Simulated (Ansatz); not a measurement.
## Single-point calculation of TiAl3

System: TiAl3 (P4mm, 12 atoms in the cell).
Method: DFT, PBEsol, plane waves, PAW (Ansatz 0.2.0).

The structure derives from a Materials Project entry. The run did not end well. Figures and captions count atoms from 1; the log counts them from 0 in places.

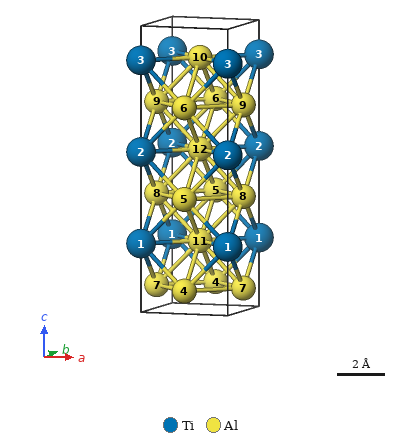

*The input geometry (ball-and-stick view of the cell of the calculation, seen slightly off an axis; atoms are numbered from 1 in the order of the input). An atom can appear more than once, as a periodic image.*

Near neighbours in the periodic cell (some may lie outside the picture): Ti has 12 Al at 2.79 Å; Ti has 8 Al at 2.79 Å; Al has 6 Al at 2.79 Å and 2 Ti at 2.79 Å; Al has 8 Al at 2.79 Å and 4 Ti at 2.79 Å; Al has 4 Al at 2.79 Å and 4 Ti at 2.79 Å.

### Input file
```yaml
crystal:
  lattice:
    - [0.0, -3.9483448101, 0.0]
    - [0.0, 0.0, -3.9483448101]
    - [12.3450344303, 0.0, 0.0]
  atoms:
    - { symbol: Ti, position: [0.0, 1.0, 0.2398584797] }
    - { symbol: Ti, position: [0.0, 1.0, 0.5596911081] }
    - { symbol: Ti, position: [0.0, 1.0, 0.8795237366] }
    - { symbol: Al, position: [0.5, 0.0, 0.0799421655] }
    - { symbol: Al, position: [0.5, 0.0, 0.3997747939] }
    - { symbol: Al, position: [0.5, 0.0, 0.7196074224] }
    - { symbol: Al, position: [0.0, 0.5, 0.0799421655] }
    - { symbol: Al, position: [0.0, 0.5, 0.3997747939] }
    - { symbol: Al, position: [0.0, 0.5, 0.7196074224] }
    - { symbol: Al, position: [0.5, 0.5, 0.8795237366] }
    - { symbol: Al, position: [0.5, 0.5, 0.2398584797] }
    - { symbol: Al, position: [0.5, 0.5, 0.5596911081] }
basis:
  ecutwfc: 420
kpoints:
  mp_grid: { grid: [18, 18, 6] }
hamiltonian:
  xc: pbesol
scf:
  occupations: { method: gaussian, width: 0.15 }
output:
  forces: true
  eigenvalues: true
  stress: true
```

Machine: 2 threads of Arm Neoverse V1, 24 GiB of memory available, shared host.

Launch command:
```bash
ansatz run input.yaml --threads 2 --pin off --max-ram 5120MiB --backend cpu --events-out ev --progress --plain --runs-dir out
```

### What the program printed
```
Engine: ansatz 0.2.0, aarch64-unknown-linux-gnu
Pseudopotentials: kind: paw
Pseudopotential: Ti, paw, valence charge 12, recommended cutoff 420 eV (normal), Ti.paw.azcp
Pseudopotential: Al, paw, valence charge 3, recommended cutoff 420 eV (normal), Al.paw.azcp
Functional definition: PBEsol
  exchange = pbesol_x
  correlation = pbesol_c
Crystal: 12 atoms, lattice volume = 192.452 Å³
Basis set: ecut = 420 eV, 3785 PW (Γ), exchange–correlation on 54×54×180 points (8 copies of the dense FFT grid, shifted against one another)
Bands: 44, of which v1, the nominal top of the filled ones, is band 32 counted from 1 (31 counted from 0)
Symmetry: 8 space group operations
Space group: P4mm (ITA 99), of the structure as read, at distance tolerance 5.8e-5 Å
k-points: 220 of 1944 (time reversal used)
Non-local potential: Ti, projectors of the file, l = 0: 3, l = 1: 2, l = 2: 3, l = 3: 1
Non-local potential: Al, projectors of the file, l = 0: 2, l = 1: 2, l = 2: 1
PAW form: soft (Blöchl's): semilocal exchange-correlation on the pseudo side does not see the compensation charge
PAW frozen core: Ti, regenerated for the run's functional, and the local potential with it (the file was generated under x = pbe(κ = 0.804, μ = 0.2195149727645171), c = pbe(β = 0.06672455060314922))
PAW frozen core: Al, regenerated for the run's functional, and the local potential with it (the file was generated under x = pbe(κ = 0.804, μ = 0.2195149727645171), c = pbe(β = 0.06672455060314922))
PAW one-centre angular grid: Ti, 590 points (default); XC on 64 Gauss nodes
PAW one-centre angular grid: Al, 110 points (default); XC on 64 Gauss nodes
Initial density: superposition of atomic densities (neutral atoms: chi_scale 0, normalization atom), corrected by the library's trained network
Initial wavefunctions: pseudopotential atomic-orbital guess
Functional: x = pbesol(κ = 0.804, μ = 0.12345679012345678), c = pbesol(β = 0.046)
SCF iter   1: F=—  HF=-12146.547131 eV  |F-HF|=—  |Δ(HF+E_count)|=         —  Δρ=5.39e-3  dr2=3.98e-1  ethr=1.77e-3  ⟨swp⟩=7.2  Hψ=45995  notcnv=0
preconditioner: auto → Kerker (q_TF=auto, 2.265 Å⁻¹)  [metal: Δε(μ)=0.004 eV  Ē_g=5.257 eV  σ=0.150 eV  W_gap=0.02  n_scr=40 (ndim 8)  ℏωp=16.7 eV  f_vac=0.000  D(μ)=7.11/eV (n_scr^D=66)]
SCF iter   2: F=—  HF=-12146.536879 eV  |F-HF|=—  |Δ(HF+E_count)|=   1.03e-2  Δρ=2.71e-3  dr2=1.20e-1  ethr=6.32e-4  ⟨swp⟩=1.0  Hψ=11440  notcnv=0
SCF iter   3: F=—  HF=-12146.531290 eV  |F-HF|=—  |Δ(HF+E_count)|=   5.59e-3  Δρ=5.96e-4  dr2=3.48e-3  ethr=1.91e-4  ⟨swp⟩=1.0  Hψ=9097  notcnv=0
SCF iter   4: F=—  HF=-12146.530992 eV  |F-HF|=—  |Δ(HF+E_count)|=   2.99e-4  Δρ=1.74e-4  dr2=1.17e-4  ethr=5.52e-6  ⟨swp⟩=2.0  Hψ=10700  notcnv=0
SCF iter   5: F=—  HF=-12146.530972 eV  |F-HF|=—  |Δ(HF+E_count)|=   1.96e-5  Δρ=4.31e-5  dr2=4.66e-6  ethr=1.86e-7  ⟨swp⟩=2.9  Hψ=17484  notcnv=0
SCF iter   6: F=—  HF=-12146.531231 eV  |F-HF|=—  |Δ(HF+E_count)|=   2.59e-4  Δρ=1.31e-5  dr2=5.81e-7  ethr=7.40e-9  ⟨swp⟩=2.0  Hψ=12150  notcnv=0
SCF iter   7: F=-12146.531231 eV  HF=-12146.531231 eV  |F-HF|=9.47e-9  |Δ(HF+E_count)|=   9.07e-8  Δρ=2.12e-6  dr2=1.25e-8  ethr=1.59e-10  ⟨swp⟩=10.0  Hψ=39167  notcnv=0
SCF 1 converged in 7 iterations: F = -12146.531231 eV  dr2 = 1.25e-8
  greatest PAW one-centre occupation: 0.999 electrons in one spin orbital (limit 2), on the Ti atom at site 0 (counted from 0), in its partial waves of l = 0
```

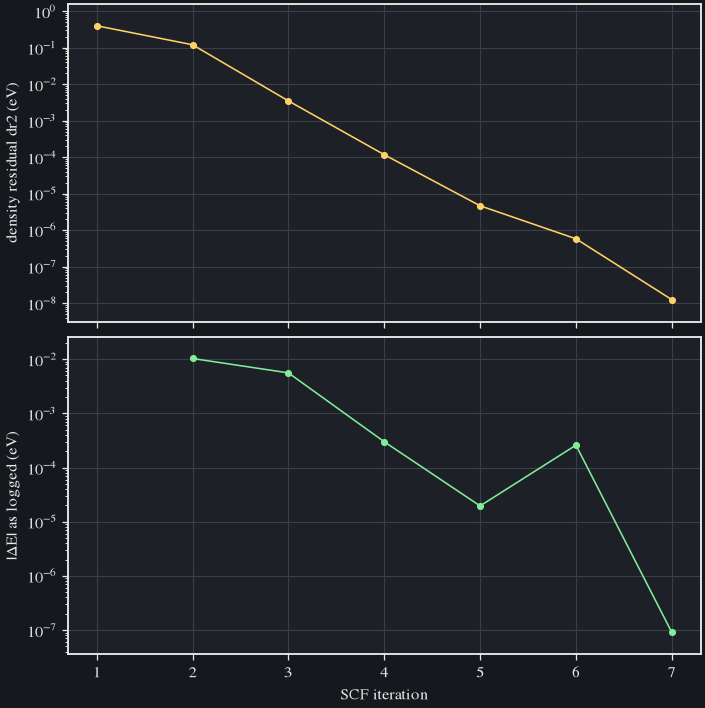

*Convergence of the self-consistent field: density residual dr2 and size of the energy change against the SCF iteration.*

The residual falls at every step. The field converged; the run failed or was cut off later.

```
SCF converged after 7 iterations
Free energy (F): -12146.531231 eV
Harris-Foulkes:  -12146.531231 eV  (|F-HF|=9.47e-9)
Internal energy: -12146.450360 eV  (E = F + TS)
E sigma→0 (E₀):  -12146.490795 eV
Entropy (-TS):   -0.080871 eV (-6.739 meV/atom)
Fermi energy:    9.912958 eV
--- Per-component energies (eV) ---
  E_band       = -466.866950
  E_kinetic    = 1031.378906
  E_local      = -3678.825737  (includes V_loc(G=0)·N_el)
  E_nonlocal   = 125.712071
  E_hartree    = 1617.283364
  E_xc         = -647.798567
  E_vxc        = -630.961867  (∫ρ·V_xc dr)
  E_paw        = -7163.670130  (= ΣΔE_a)
  E_vpaw       = -548.730306  (= ΣTr[D̂ρ^β])
  E_aug_tail   = 0.000322  (compensation charges beyond the density's cutoff)
  E_ewald      = -3431.120993
  E_core_change = 0.590404  (= ΣΔE_core)
  E_smearing   = -0.080871  (= −TS)
  E_closure    = 0.000000  (closes the sum)
  Σ components = -12146.531231   (vs F -12146.531231, Δ=0.00e0)
--- Forces (eV/Å), atoms counted from 1 ---
  atom   1  Ti     0.22796555     0.00000000     0.00000000
  atom   2  Ti     0.01121264     0.00000000     0.00000000
  atom   3  Ti     0.79156462    -0.00000000     0.00000000
  atom   4  Al    -1.01691064     0.00000000     0.00000000
  atom   5  Al    -0.01898923     0.00000000     0.00000000
  atom   6  Al     0.14427142     0.00000000     0.00000000
  atom   7  Al    -1.01691064    -0.00000000     0.00000000
  atom   8  Al    -0.01898923     0.00000000     0.00000000
  atom   9  Al     0.14427142    -0.00000000     0.00000000
  atom  10  Al     0.95946925    -0.00000000     0.00000000
  atom  11  Al    -0.20780576     0.00000000     0.00000000
  atom  12  Al     0.00085819     0.00000000     0.00000000
  max |Σ_I F_I| component: 7.59e-6 eV/Å
--- Stress (GPa, compression-positive) ---
       -4.897686       0.000000       0.000000
        0.000000      -1.573102       0.000000
        0.000000       0.000000      -1.573102
  P = ⅓ Tr σ = -2.6813 GPa (-26.813 kbar)
--- Band table (eV; the first three rows and the last of 220) ---
  k-point 0: bands = ["-46.9215", "-46.7838", "-46.7595", "-23.3593", "-23.2868", "-23.2868", "-23.2159", "-23.1939", "-23.1939", "-23.1754", "-23.1754", "-23.1752", "-0.7636", "0.1020", "0.5399", "3.1377", "3.4630", "6.6977", "6.9282", "7.4037", "7.4869", "7.6813", "7.6813", "7.7481", "7.7481", "7.9000", "8.2353", "8.2353", "9.3447", "9.7027", "10.1036", "10.1036", "10.1122", "10.2514", "10.3429", "10.4152", "10.4152", "10.6592", "10.7288", "10.7288", "11.7463", "11.7592", "12.0373", "12.0479"]
  k-point 1: bands = ["-46.9215", "-46.7838", "-46.7595", "-23.3593", "-23.2868", "-23.2868", "-23.2159", "-23.1939", "-23.1939", "-23.1754", "-23.1754", "-23.1752", "-0.7450", "-0.0194", "0.7029", "2.7411", "3.9102", "6.3803", "6.9371", "7.3754", "7.6802", "7.6802", "7.7173", "7.7490", "7.7490", "7.9250", "8.2356", "8.2356", "9.1385", "9.9426", "10.1120", "10.1120", "10.1149", "10.2442", "10.3475", "10.3742", "10.3742", "10.7727", "10.7733", "10.7733", "11.5743", "11.5914", "12.0387", "12.2893"]
  k-point 2: bands = ["-46.9215", "-46.7838", "-46.7595", "-23.3593", "-23.2868", "-23.2868", "-23.2159", "-23.1939", "-23.1939", "-23.1754", "-23.1754", "-23.1752", "-0.6991", "-0.1875", "0.9807", "2.3063", "4.5164", "5.8056", "6.9573", "7.3217", "7.6784", "7.6784", "7.7508", "7.7508", "7.9701", "8.0449", "8.2362", "8.2362", "8.8580", "10.1209", "10.1351", "10.1351", "10.2304", "10.3029", "10.3029", "10.3237", "10.3553", "10.8470", "10.8470", "11.0440", "11.2942", "11.3911", "11.8899", "12.6662"]
  k-point 219: bands = ["-46.9200", "-46.7822", "-46.7579", "-23.3558", "-23.3030", "-23.3030", "-23.2118", "-23.2118", "-23.2117", "-23.1934", "-23.1934", "-23.1712", "2.8479", "3.2768", "3.9463", "3.9463", "4.2645", "4.2645", "4.7264", "4.9280", "4.9280", "5.1285", "5.2979", "5.4454", "6.4480", "6.6141", "6.6141", "8.0849", "8.0849", "8.1966", "8.1966", "8.3207", "8.6798", "10.0618", "10.8065", "10.9190", "11.0204", "11.0787", "11.1135", "11.2176", "12.0310", "12.0769", "12.0769", "12.1890"]
```

### Outcome

| quantity | value |
| --- | --- |
| outcome | stopped at the time limit |
| space group (tolerance 0.01 Å) | P4mm (99) |
| electrons treated | 63 |
| free energy | −12146.5312 eV |
| Fermi energy | 9.913 eV |
| pressure | −2.68 GPa |
| largest force (length of the vector) | 1.017 eV/Å |
| wall time | 88 s (CPU time 2.9 min) |
| peak memory | 1.4 GiB |

Settings chosen away from the usual ones: kpoints.mp_grid.grid set to [18, 18, 6] (from [12, 12, 4]). The run was cut off by its time limit, so the output is incomplete.
